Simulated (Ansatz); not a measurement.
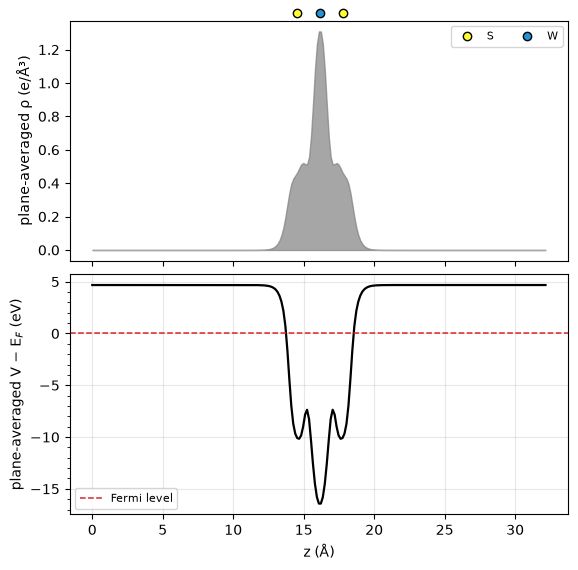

The picture shows: WS2 (slab). Plane average of the electrostatic potential energy of an electron and of the valence pseudo-density across the slab. Circles mark the heights of the atoms.

A point of a scan over the structure, not its minimum; not relaxed (largest force 0.3 eV/Å); PAW files of the earlier set (soft_1).

These are results of DFT PBE+D3(BJ), scalar-relativistic, plane waves, PAW (Ansatz), not measurements.

Core electrons are frozen (PAW), and the valence fields are smoothed inside the atomic spheres.

```
CELL_PARAMETERS angstrom
3.09600 0.00000 0.00000
-1.54800 2.68121 0.00000
0.00000 0.00000 32.29109
ATOMIC_POSITIONS crystal
S 0.33333 0.66667 0.44992
W 0.66667 0.33333 0.50000
S 0.33333 0.66667 0.55008
```

**How far above the Fermi level of the calculation is the vacuum level?**

4.7 eV. The slab has a gap, so the Fermi level lies inside it and this isn't a work function in the metallic sense.

**How thick is the slab, and how wide the vacuum?**

The outermost nuclei are 3.2 Å apart, in 3 atomic planes; the vacuum between periodic images is 29.1 Å wide.
